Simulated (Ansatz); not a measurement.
## Ge₃Si: geometry relaxation (part 1 of 2)

The run: geometry relaxation of Ge₃Si (P3m1, 8 atoms in the cell). Method and program: DFT r2SCAN, scalar-relativistic, plane waves, PAW, no spin polarisation (Ansatz 0.2.0).

The structure derives from a Materials Project entry. It belongs to a series of runs on one base structure; here: 2 of 8 Ge sites taken by Si, cell and atoms relaxed. Figures and captions count atoms from 1; the log counts them from 0 in places.

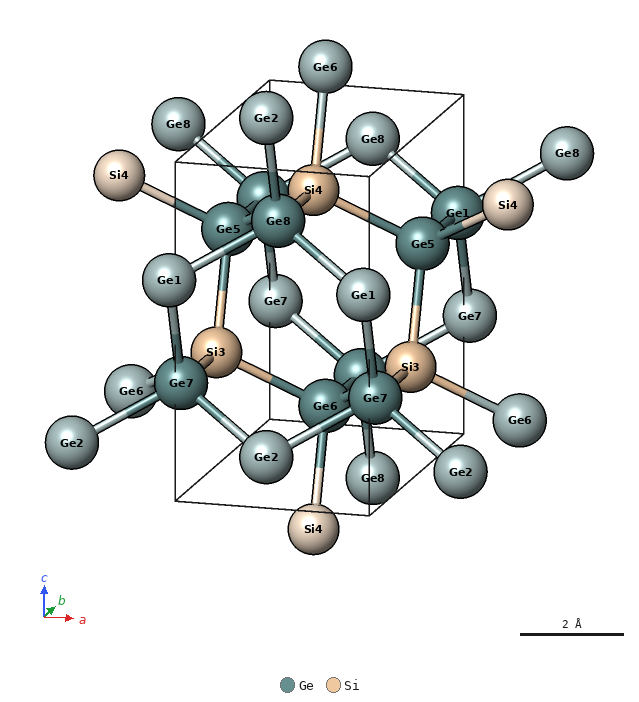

The structure as given in the input (ball-and-stick view of the cell of the calculation, seen slightly off an axis; neighbours outside the cell are drawn fainter; atoms are numbered from 1 in the order of the input). An atom can appear more than once, as a periodic image.

Key numbers:

- outcome: converged
- space group (tolerance 0.01 Å): P3m1 (156)
- electrons treated: 92
- free energy: −27095.3667 eV
- Fermi energy: 8.242 eV
- gap on the k-point mesh: 0.34 eV
- pressure: −0.03 GPa
- final volume: 176.33 Å³
- largest force (length of the vector) at the end: 0.005 eV/Å
- final cell: a = 3.949 Å, b = 6.527 Å, c = 6.840 Å, α = 90.00°, β = 90.00°, γ = 90.00°
- hardware: 1 thread of Intel Xeon (Granite Rapids), 32 GiB of memory available, shared host
- wall time: 6.4 min
- peak memory: 1.5 GiB

Input file:
```yaml
crystal:
  lattice:
    - [-1.9773664867, -3.4248992202, 0.0]
    - [0.0, 0.0, -6.5377245661]
    - [5.9320994601, -3.4248992201, 0.0]
  atoms:
    - { symbol: Ge, position: [0.0, 0.9369942033, 0.6666666667] }
    - { symbol: Ge, position: [0.5, 0.9369942033, 0.1666666667] }
    - { symbol: Si, position: [0.0, 0.4369942033, 0.3333333333] }
    - { symbol: Si, position: [0.5, 0.4369942033, 0.8333333333] }
    - { symbol: Ge, position: [0.0, 0.5630057967, 0.6666666667] }
    - { symbol: Ge, position: [0.5, 0.5630057967, 0.1666666667] }
    - { symbol: Ge, position: [0.0, 0.0630057967, 0.3333333333] }
    - { symbol: Ge, position: [0.5, 0.0630057967, 0.8333333333] }
basis:
  ecutwfc: 500
kpoints:
  mp_grid: { grid: [10, 6, 6] }
hamiltonian:
  xc: r2scan
scf:
  occupations: { method: gaussian, width: 0.1 }
output:
  forces: true
  stress: true
  eigenvalues: true
relax:
  adjacent_minimum: "off"
  f_tol: 0.015
  max_steps: 60
  cell: { stress_tol: 0.15 }
```

Run as:
```bash
ansatz run input.yaml --threads 1 --pin off --max-ram 2560MiB --backend cpu --events-out ev --progress --plain --runs-dir out
```

What the program printed:
```
Engine: ansatz 0.2.0, x86_64-unknown-linux-gnu
Pseudopotentials: kind: paw
Pseudopotential: Ge, paw, valence charge 14, recommended cutoff 500 eV (meta_gga), Ge.paw.azcp
Pseudopotential: Si, paw, valence charge 4, recommended cutoff 500 eV (meta_gga), Si.paw.azcp
Functional definition: r2SCAN
  parameter k0 = 0.174
  parameter k1 = 0.065
  parameter a1 = 4.9479
  exchange = r2scan_x(k0 = k0, k1 = k1, a1 = a1)
  correlation = r2scan_c
Crystal: 8 atoms, lattice volume = 177.101 Å³
Basis set: ecut = 500 eV, 4477 PW (Γ), exchange–correlation on 120×192×200 points (64 copies of the dense FFT grid, shifted against one another)
Bands: 56, of which v1, the nominal top of the filled ones, is band 46 counted from 1 (45 counted from 0)
Symmetry: 4 space group operations
Space group: P3m1 (ITA 156), of the structure as read, at distance tolerance 5.6e-5 Å
k-points: 120 of 360 (time reversal used)
Non-local potential: Ge, projectors of the file, l = 0: 2, l = 1: 2, l = 2: 3, l = 3: 1
Non-local potential: Si, projectors of the file, l = 0: 2, l = 1: 2, l = 2: 2
PAW form: soft (Blöchl's): semilocal exchange-correlation on the pseudo side does not see the compensation charge
PAW frozen core: Ge, regenerated for the run's functional (the file was generated under x = pbe(κ = 0.804, μ = 0.2195149727645171), c = pbe(β = 0.06672455060314922))
PAW frozen core: Si, regenerated for the run's functional (the file was generated under x = pbe(κ = 0.804, μ = 0.2195149727645171), c = pbe(β = 0.06672455060314922))
PAW one-centre angular grid: Ge, 590 points (default); XC on 160 Gauss nodes
PAW one-centre angular grid: Si, 302 points (default); XC on 160 Gauss nodes
Initial density: superposition of atomic densities (neutral atoms: chi_scale 0, normalization atom), corrected by the library's trained network
Initial wavefunctions: pseudopotential atomic-orbital guess
Functional: x = r2scan, c = r2scan; τ floored in thin density (d = 2e-4 eV/Å³)
SCF iter   1: F=—  HF=-27095.306973 eV  |F-HF|=—  |Δ(HF+E_count)|=         —  Δρ=6.27e-3  dr2=4.68e-2  dr2_τ=2.37e-2  ethr=1.77e-3  ⟨swp⟩=7.4  Hψ=26274  notcnv=0
preconditioner: auto → Resta (q_TF=auto, 2.446 Å⁻¹)  ε∞=2.5  [insulator: Δε(μ)=0.274 eV  Ē_g=21.813 eV  σ=0.100 eV  W_gap=0.94  n_scr=42 (ndim 8)  ℏωp=26.8 eV  f_vac=0.040  D(μ)=0.01/eV (n_scr^D=0)  ε∞_Penn≈2.5]
SCF iter   2: F=—  HF=-27095.342227 eV  |F-HF|=—  |Δ(HF+E_count)|=   3.53e-2  Δρ=1.79e-3  dr2=4.03e-3  dr2_τ=1.05e-4  ethr=5.09e-5  ⟨swp⟩=2.0  Hψ=14070  notcnv=0  defer=450
SCF iter   3: F=—  HF=-27095.341528 eV  |F-HF|=—  |Δ(HF+E_count)|=   6.99e-4  Δρ=1.24e-3  dr2=1.46e-3  dr2_τ=1.45e-5  ethr=4.38e-6  ⟨swp⟩=2.0  Hψ=10478  notcnv=0  defer=450
SCF iter   4: F=—  HF=-27095.341541 eV  |F-HF|=—  |Δ(HF+E_count)|=   1.31e-5  Δρ=1.96e-4  dr2=4.26e-5  dr2_τ=3.39e-7  ethr=1.59e-6  ⟨swp⟩=2.0  Hψ=7641  notcnv=0  defer=450
SCF iter   5: F=—  HF=-27095.341512 eV  |F-HF|=—  |Δ(HF+E_count)|=   2.92e-5  Δρ=3.72e-5  dr2=1.94e-6  dr2_τ=3.55e-8  ethr=4.63e-8  ⟨swp⟩=2.0  Hψ=11790  notcnv=0  defer=450
SCF iter   6: F=—  HF=-27095.341511 eV  |F-HF|=—  |Δ(HF+E_count)|=   8.77e-7  Δρ=1.16e-5  dr2=3.12e-7  dr2_τ=2.93e-9  ethr=2.11e-9  ⟨swp⟩=2.0  Hψ=11790  notcnv=0  defer=450
SCF iter   7: F=-27095.341511 eV  HF=-27095.341511 eV  |F-HF|=6.09e-9  |Δ(HF+E_count)|=   1.38e-7  Δρ=4.12e-6  dr2=4.74e-8  dr2_τ=5.34e-10  ethr=1.09e-10  ⟨swp⟩=9.5  Hψ=26965  notcnv=0
SCF 1 converged in 7 iterations: F = -27095.341511 eV  dr2 = 4.74e-8
  greatest PAW one-centre occupation: 0.998 electrons in one spin orbital (limit 2), on the Ge atom at site 1 (counted from 0), in its partial waves of l = 2
relax step   1: F+E_penalty+E_count = -27095.34151079 eV  Δ(F+E_penalty+E_count) = +0.000e0 eV  max|allowed force component| = 4.205e-1 eV/Å  Δτ_max = 0.0000 Å  P = -0.335 GPa  Ω = 177.101 Å³  (7 SCF iters, dr2 threshold 1.00e-7 eV, accepted)
Crystal: 8 atoms, lattice volume = 176.407 Å³
Basis set: ecut = 500 eV, 4469 PW (Γ), exchange–correlation on 120×192×200 points (64 copies of the dense FFT grid, shifted against one another)
Initial density: handed on by an earlier stage of this run
Initial wavefunctions: those handed on with the density
iter 1 solved again at ethr=1.50e-5 eV; its pass at ethr=3.10e-3 eV (dr2=1.38e-2 eV) is discarded
SCF iter   1: F=—  HF=-27095.340135 eV  |F-HF|=—  |Δ(HF+E_count)|=         —  Δρ=2.65e-3  dr2=1.36e-2  dr2_τ=1.98e-2  ethr=1.50e-5  ⟨swp⟩=2.0  Hψ=26492  notcnv=0
preconditioner: auto → Resta (q_TF=auto, 2.448 Å⁻¹)  ε∞=2.5  [insulator: Δε(μ)=0.342 eV  Ē_g=21.651 eV  σ=0.100 eV  W_gap=0.98  n_scr=42 (ndim 8)  ℏωp=26.8 eV  f_vac=0.040  D(μ)=0.00/eV (n_scr^D=0)  ε∞_Penn≈2.5]
SCF iter   2: F=—  HF=-27095.364825 eV  |F-HF|=—  |Δ(HF+E_count)|=   2.47e-2  Δρ=1.58e-3  dr2=2.63e-3  dr2_τ=1.88e-5  ethr=1.48e-5  ⟨swp⟩=2.0  Hψ=8640  notcnv=0
SCF iter   3: F=—  HF=-27095.364887 eV  |F-HF|=—  |Δ(HF+E_count)|=   6.17e-5  Δρ=5.07e-4  dr2=3.41e-4  dr2_τ=2.25e-6  ethr=2.86e-6  ⟨swp⟩=2.3  Hψ=9361  notcnv=0
SCF iter   4: F=—  HF=-27095.364897 eV  |F-HF|=—  |Δ(HF+E_count)|=   1.03e-5  Δρ=1.09e-4  dr2=2.35e-5  dr2_τ=4.34e-7  ethr=3.70e-7  ⟨swp⟩=2.0  Hψ=12218  notcnv=0
SCF iter   5: F=—  HF=-27095.364886 eV  |F-HF|=—  |Δ(HF+E_count)|=   1.13e-5  Δρ=4.48e-5  dr2=3.64e-6  dr2_τ=2.68e-8  ethr=2.55e-8  ⟨swp⟩=2.0  Hψ=12240  notcnv=0
SCF iter   6: F=-27095.364888 eV  HF=-27095.364888 eV  |F-HF|=3.02e-8  |Δ(HF+E_count)|=   1.62e-6  Δρ=1.08e-5  dr2=3.45e-7  dr2_τ=5.54e-9  ethr=8.70e-10  ⟨swp⟩=6.3  Hψ=25892  notcnv=0
SCF 2 converged in 6 iterations: F = -27095.364888 eV  dr2 = 3.45e-7
relax step   2: F+E_penalty+E_count = -27095.36488774 eV  Δ(F+E_penalty+E_count) = -2.338e-2 eV  max|allowed force component| = 8.895e-2 eV/Å  Δτ_max = 0.0357 Å  P = -0.076 GPa  Ω = 176.407 Å³  energy of the carried Pulay correction = +1.761e-4 eV  (6 SCF iters, dr2 threshold 8.00e-7 eV, accepted)
Crystal: 8 atoms, lattice volume = 176.330 Å³
iter 1 solved again at ethr=8.39e-7 eV; its pass at ethr=3.10e-3 eV (dr2=7.72e-4 eV) is discarded
SCF iter   1: F=—  HF=-27095.366058 eV  |F-HF|=—  |Δ(HF+E_count)|=         —  Δρ=5.45e-4  dr2=7.46e-4  dr2_τ=7.78e-4  ethr=8.39e-7  ⟨swp⟩=2.4  Hψ=25414  notcnv=0
preconditioner: auto → Resta (q_TF=auto, 2.448 Å⁻¹)  ε∞=2.5  [insulator: Δε(μ)=0.336 eV  Ē_g=21.643 eV  σ=0.100 eV  W_gap=0.98  n_scr=42 (ndim 8)  ℏωp=26.8 eV  f_vac=0.040  D(μ)=0.01/eV (n_scr^D=0)  ε∞_Penn≈2.5]
SCF iter   2: F=—  HF=-27095.366980 eV  |F-HF|=—  |Δ(HF+E_count)|=   9.22e-4  Δρ=3.49e-4  dr2=1.62e-4  dr2_τ=7.18e-7  ethr=8.11e-7  ⟨swp⟩=2.0  Hψ=8640  notcnv=0
SCF iter   3: F=—  HF=-27095.366948 eV  |F-HF|=—  |Δ(HF+E_count)|=   3.16e-5  Δρ=8.72e-5  dr2=1.22e-5  dr2_τ=7.83e-8  ethr=1.76e-7  ⟨swp⟩=2.3  Hψ=8820  notcnv=0
SCF iter   4: F=—  HF=-27095.366948 eV  |F-HF|=—  |Δ(HF+E_count)|=   1.26e-7  Δρ=2.64e-5  dr2=1.37e-6  dr2_τ=2.21e-8  ethr=1.33e-8  ⟨swp⟩=2.0  Hψ=12240  notcnv=0
SCF iter   5: F=-27095.366948 eV  HF=-27095.366947 eV  |F-HF|=8.14e-8  |Δ(HF+E_count)|=   8.14e-7  Δρ=1.01e-5  dr2=2.13e-7  dr2_τ=1.60e-9  ethr=5.37e-10  ⟨swp⟩=6.1  Hψ=27788  notcnv=0
SCF 3 converged in 5 iterations: F = -27095.366948 eV  dr2 = 2.13e-7
relax step   3: F+E_penalty+E_count = -27095.36694750 eV  Δ(F+E_penalty+E_count) = -2.060e-3 eV  max|allowed force component| = 5.127e-3 eV/Å  Δτ_max = 0.0066 Å  P = -0.033 GPa  Ω = 176.330 Å³  energy of the carried Pulay correction = +1.959e-4 eV  (5 SCF iters, dr2 threshold 4.94e-7 eV, accepted)
Initial wavefunctions: pseudopotential atomic-orbital guess (no wavefunctions were taken with the density)
iter 1 solved again at ethr=3.41e-7 eV; its pass at ethr=3.10e-3 eV (dr2=3.14e-4 eV) is discarded
SCF iter   1: F=—  HF=-27095.366771 eV  |F-HF|=—  |Δ(HF+E_count)|=         —  Δρ=1.14e-5  dr2=2.32e-7  dr2_τ=2.09e-8  ethr=3.41e-7  ⟨swp⟩=2.1  Hψ=39799  notcnv=0
eigensolver tolerance schedule: the retry pair's looser diagonalisation over-reported the residual by 1353.64 of it (diagonalisation noise at 0.17 of the residual, at the tolerance the schedule requests for it); recorded, not acted on — ethr = c·dr2/N_el stays at c = 1.0e-1
preconditioner: auto → Resta (q_TF=auto, 2.448 Å⁻¹)  ε∞=2.5  [insulator: Δε(μ)=0.340 eV  Ē_g=21.647 eV  σ=0.100 eV  W_gap=0.98  n_scr=42 (ndim 8)  ℏωp=26.8 eV  f_vac=0.040  D(μ)=0.00/eV (n_scr^D=0)  ε∞_Penn≈2.5]
SCF iter   2: F=—  HF=-27095.366747 eV  |F-HF|=—  |Δ(HF+E_count)|=   2.43e-5  Δρ=6.42e-6  dr2=9.07e-8  dr2_τ=9.84e-10  ethr=2.52e-10  ⟨swp⟩=3.0  Hψ=12745  notcnv=0
SCF iter   3: F=—  HF=-27095.366747 eV  |F-HF|=—  |Δ(HF+E_count)|=   5.69e-8  Δρ=3.16e-6  dr2=1.92e-8  dr2_τ=5.44e-10  ethr=9.86e-11  ⟨swp⟩=2.0  Hψ=12240  notcnv=0
SCF iter   4: F=—  HF=-27095.366747 eV  |F-HF|=—  |Δ(HF+E_count)|=   9.32e-9  Δρ=1.11e-6  dr2=2.59e-9  dr2_τ=6.47e-11  ethr=2.08e-11  ⟨swp⟩=2.0  Hψ=12238  notcnv=0
SCF iter   5: F=-27095.366747 eV  HF=-27095.366747 eV  |F-HF|=9.09e-11  |Δ(HF+E_count)|=  1.75e-10  Δρ=2.91e-7  dr2=1.02e-10  dr2_τ=1.98e-12  ethr=1.00e-12  ⟨swp⟩=5.1  Hψ=22168  notcnv=0
SCF 4 converged in 5 iterations: F = -27095.366747 eV  dr2 = 1.02e-10
relax step   4: F+E_penalty+E_count = -27095.36674677 eV  Δ(F+E_penalty+E_count) = +2.007e-4 eV  max|allowed force component| = 5.131e-3 eV/Å  Δτ_max = 0.0000 Å  P = -0.034 GPa  Ω = 176.330 Å³  stress off target by 4.00e-2 GPa  SCF on the basis re-selected at this cell (its energy is not comparable with the rows above)  (5 SCF iters)
```

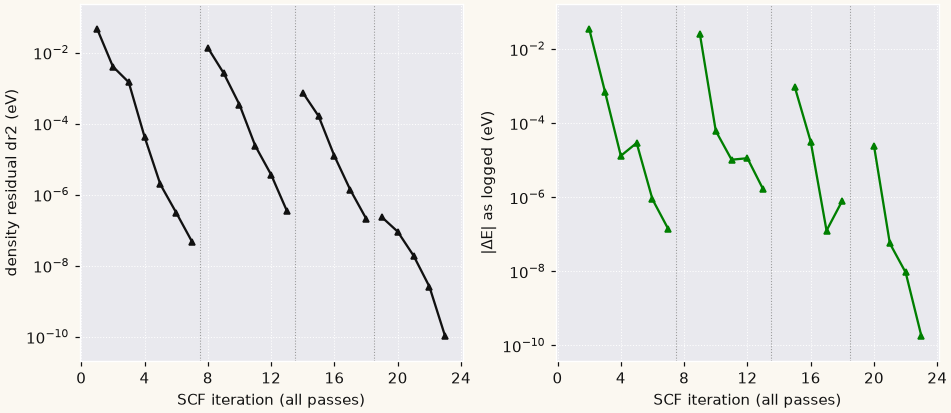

Convergence of the self-consistent field: density residual dr2 and size of the energy change against the SCF iteration. The dotted lines part the SCF passes of the relaxation: geometry steps, rejected trials and re-solves on a re-selected basis. The passes take 7, 6, 5 and 5 iterations.

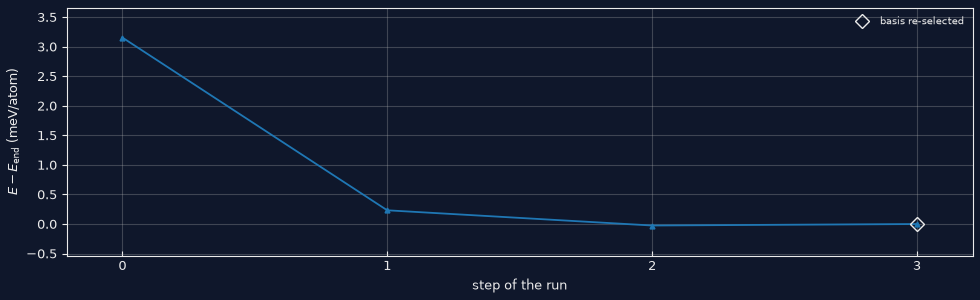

Progress of the relaxation, step by step (the first geometry is step 0 here and step 1 in the log).
